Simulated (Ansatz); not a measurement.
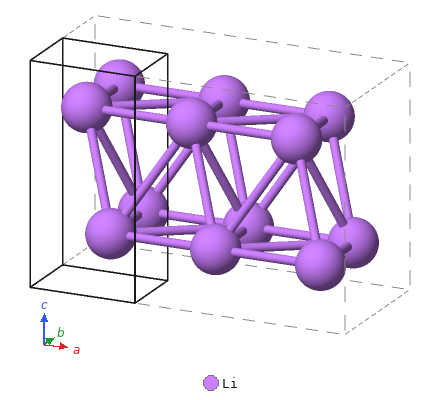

Li (P6_3/mmc, No. 194): the geometry relaxed at fixed volume with DFT HSE06, scalar-relativistic, plane waves, PAW in Ansatz; the starting structure was generated, so it need not be a known form of this composition.

Space group P6_3/mmc (No. 194). a = 3.085 Å, b = 3.085 Å, c = 4.937 Å, α = 90.00°, β = 90.00°, γ = 120.00°
```tsv
atom	site	symmetry	x	y	z
Li	2d	-6m2	0.3333	0.6667	0.7500
```

What will a map of the projected electrostatic potential along [001] show? Computed as the sum of neutral-atom potentials (tabulated electron scattering factors, B = 0.3 Å²) projected along the beam and smoothed by 0.25 Å; brighter is more positive.

The columns repeat on a hexagonal net with a repeat of 3.09 Å (plane group p6mm). All columns are alike (Li). The shortest distance between visible columns is 1.78 Å in projection. Along the beam the structure repeats every 4.94 Å.

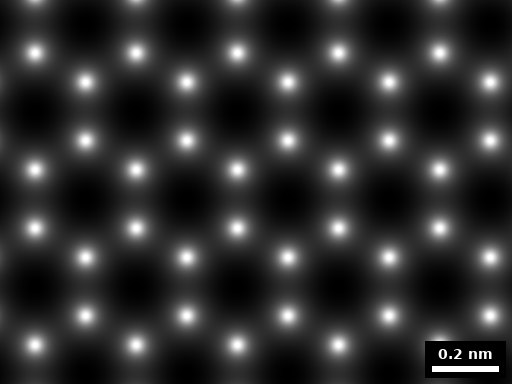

The simulated image.

What mean inner potential do neutral atoms give for this crystal?

About 8 V (the sum of the forward scattering factors over the cell volume; bonding usually lowers the true value).
